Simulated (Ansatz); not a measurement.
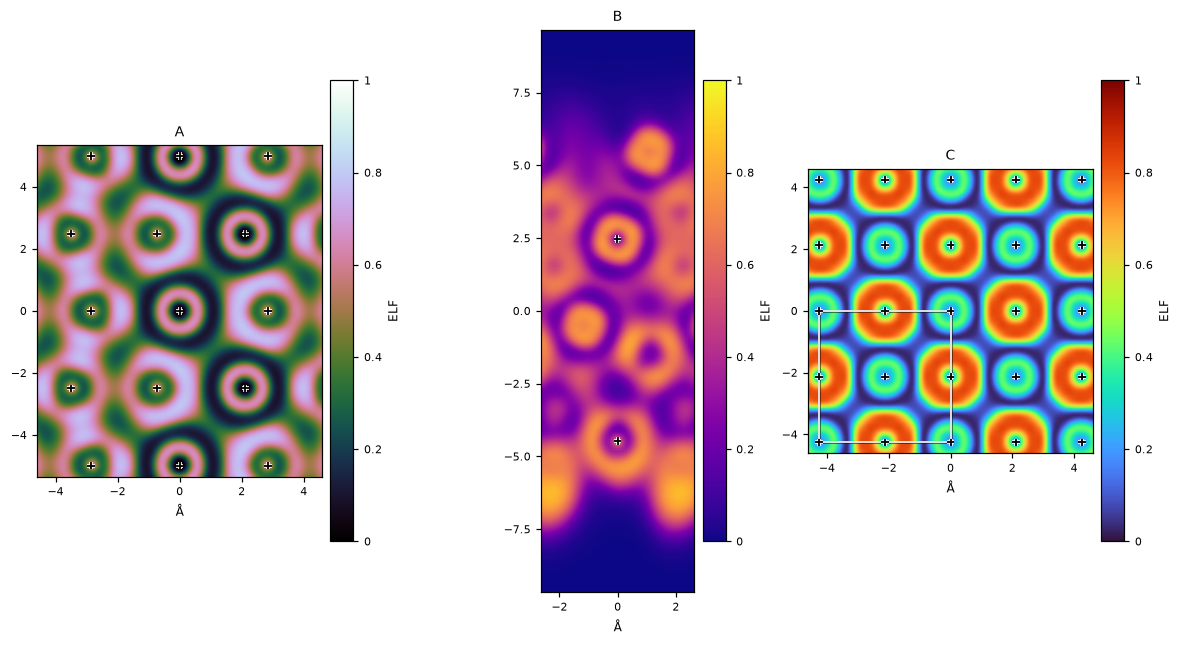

The electron localisation function of 3 systems, each on a plane through atoms (crosses mark nuclei in the plane).

The calculation used DFT PBE, scalar-relativistic, plane waves, PAW (Ansatz 0.2.0).

System 1: MgO, the (100) plane of the conventional cell. Space group Fm-3m.

```
CELL_PARAMETERS angstrom
4.25385 0.00000 0.00000
0.00000 4.25385 0.00000
0.00000 0.00000 4.25385
ATOMIC_POSITIONS crystal
Mg 0.00000 0.00000 0.00000
Mg 0.50000 0.50000 0.00000
Mg 0.50000 0.00000 0.50000
Mg 0.00000 0.50000 0.50000
O 0.50000 0.00000 0.00000
O 0.00000 0.50000 0.00000
O 0.00000 0.00000 0.50000
O 0.50000 0.50000 0.50000
```

System 2: TiSi2, the (101) plane of the conventional cell. Space group Fddd; changed on purpose from its base cell (volume × 1.06, shape and atoms relaxed); computed pressure about −7 GPa in this cell; computed without spin polarisation.

```
Ti Si
1.0
     4.90664    0.00000    0.00000
     0.00000    8.46711    0.00000
     0.00000    0.00000    8.68330
Ti Si
8 16
Direct
  0.75000 0.25000 0.25000
  0.25000 0.75000 0.25000
  0.25000 0.25000 0.75000
  0.75000 0.75000 0.75000
  0.50000 0.00000 0.00000
  0.00000 0.50000 0.00000
  0.00000 0.00000 0.50000
  0.50000 0.50000 0.50000
  0.25000 0.08717 0.25000
  0.75000 0.58717 0.25000
  0.75000 0.08717 0.75000
  0.25000 0.58717 0.75000
  0.25000 0.41283 0.25000
  0.75000 0.91283 0.25000
  0.75000 0.41283 0.75000
  0.25000 0.91283 0.75000
  0.00000 0.16283 0.00000
  0.50000 0.66283 0.00000
  0.50000 0.16283 0.50000
  0.00000 0.66283 0.50000
  0.50000 0.33717 0.00000
  0.00000 0.83717 0.00000
  0.00000 0.33717 0.50000
  0.50000 0.83717 0.50000
```

System 3: Si2Mo (slab), the (100) plane of the calculation cell, a cut from vacuum to vacuum. Not relaxed (largest force 1.8 eV/Å); computed without spin polarisation.

```
CELL_PARAMETERS angstrom
3.21685 0.00000 0.00000
-1.60842 4.25243 0.00000
0.00000 0.00000 25.91358
ATOMIC_POSITIONS crystal
Si 0.71284 0.42568 0.28942
Si 0.43022 0.86044 0.32732
Mo 0.14306 0.28613 0.36583
Si 0.85590 0.71181 0.40434
Si 0.57328 0.14657 0.44224
Mo 0.28613 0.57225 0.48075
Si 0.99897 0.99793 0.51925
Si 0.71635 0.43270 0.55715
Mo 0.42919 0.85838 0.59566
Si 0.14203 0.28406 0.63417
Si 0.85941 0.71882 0.67207
Mo 0.57225 0.14450 0.71058
```

> Which map belongs to which system?

Panel A is system 2, TiSi2: the plane holds Ti and Si. Si–Si (2.57 Å): the ELF peaks at about 0.75 between the atoms. Panel B is system 3, Si2Mo: the plane holds Si and Mo. Panel C is system 1, MgO: the plane holds Mg and O. Mg–O (2.13 Å): the ELF peaks at about 0.85 in the valence shell of O, 0.7 Å from its nucleus, and is about 0.35 at the midpoint (an ionic contact with no shared pair).
